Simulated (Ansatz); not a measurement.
## Electronic structure of Si in real space

Input

```
crystal:
  lattice:
    - [4.8804237723, 0.0, 0.0]
    - [0.0, 6.0653546793, 0.0]
    - [0.0, 0.0, 3.5987971415]
  atoms:
    - { symbol: Si, position: [0.5, 0.0, 0.0] }
    - { symbol: Si, position: [0.0, 0.5, 0.5] }
    - { symbol: Si, position: [0.3085738714, 0.6245365987, 0.0] }
    - { symbol: Si, position: [0.6914261286, 0.3754634013, 0.0] }
    - { symbol: Si, position: [0.8085738714, 0.8754634013, 0.5] }
    - { symbol: Si, position: [0.1914261286, 0.1245365987, 0.5] }
basis:
  ecutwfc: 420
kpoints:
  mp_grid: { grid: [8, 6, 10] }
  band_path:
    path:
      - [[0.0, 0.0, 0.0], [0.5, 0.0, 0.0], [0.5, 0.5, 0.0], [0.0, 0.5, 0.0], [0.0, 0.0, 0.0], [0.0, 0.0, 0.5], [0.5, 0.0, 0.5], [0.5, 0.5, 0.5], [0.0, 0.5, 0.5], [0.0, 0.0, 0.5]]
      - [[0.5, 0.0, 0.0], [0.5, 0.0, 0.5]]
      - [[0.0, 0.5, 0.0], [0.0, 0.5, 0.5]]
      - [[0.5, 0.5, 0.0], [0.5, 0.5, 0.5]]
    npoints: 14
hamiltonian:
  xc: pbe
scf:
  occupations: { method: gaussian, width: 0.1 }
  n_extra_bands: 15
output:
  forces: true
  stress: true
  eigenvalues: true
  populations: true
  dos: { projected: true, de: 0.02, nscf_kmesh: { grid: [10, 8, 12] } }
  bader: true
  write_density: true
  write_potential: true
  elf: true
  volumetric_format: npy
```

Launched as:

```sh
ansatz run input.yaml --threads 1 --pin off --max-ram 2560MiB --backend cpu --events-out ev --progress --plain --runs-dir out
```

Below, planes, directions and counts refer to the conventional cell (a = 4.88 Å, b = 6.07 Å, c = 3.60 Å, α = 90.00°, β = 90.00°, γ = 90.00°).

Space group Pnnm; a structure generated by program, which may or may not match a known phase.

Computed with DFT PBE, scalar-relativistic, plane waves, PAW in Ansatz 0.2.0.

Core electrons are frozen (PAW), and the valence fields are smoothed inside the atomic spheres.

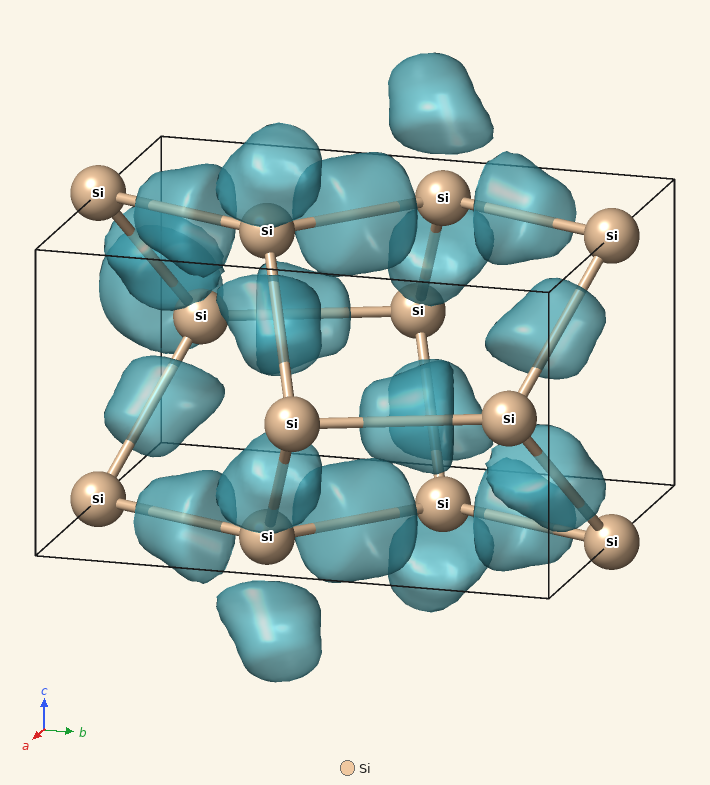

Figure 1. Isosurface of the ELF at 0.75 (cyan), seen at an oblique angle. Core shells and regions of very low density are left out. Sticks mark near contacts.

Question: Where are the electrons localised?

Answer: The surface consists of 14 regions between bonded Si–Si atoms, counted in one cell of 6 atoms. Any copies at cell faces, edges or corners count once.


Si–Si (2.40 Å): the ELF peaks at about 0.95 between the atoms. Si–Si (2.46 Å): the ELF peaks at about 0.90 between the atoms.

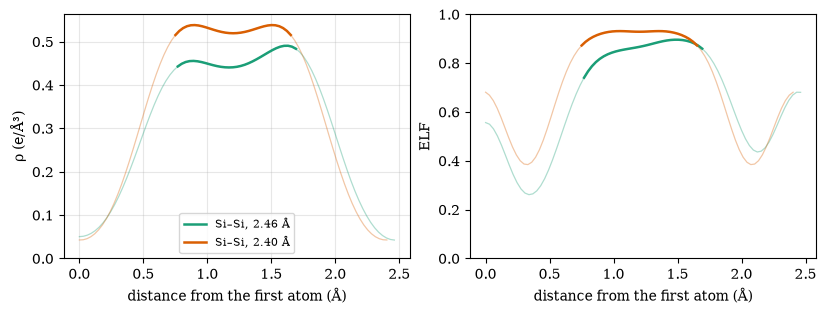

Figure 2. Valence pseudo-density and electron localisation function along straight lines between neighbouring atoms. Thin, pale parts lie inside the atomic spheres.

Question: Compare the contacts.

Answer: Si–Si (2.46 Å): the density is about 0.44 e/Å³ at the midpoint; the ELF peaks at about 0.90 between the atoms.
Si–Si (2.40 Å): ρ at the midpoint is about 0.52 e/Å³; the ELF peaks at about 0.95 between the atoms.

Question: Metal or insulator at this level of theory?

Answer: It is gapless in this calculation (a metal or semimetal).
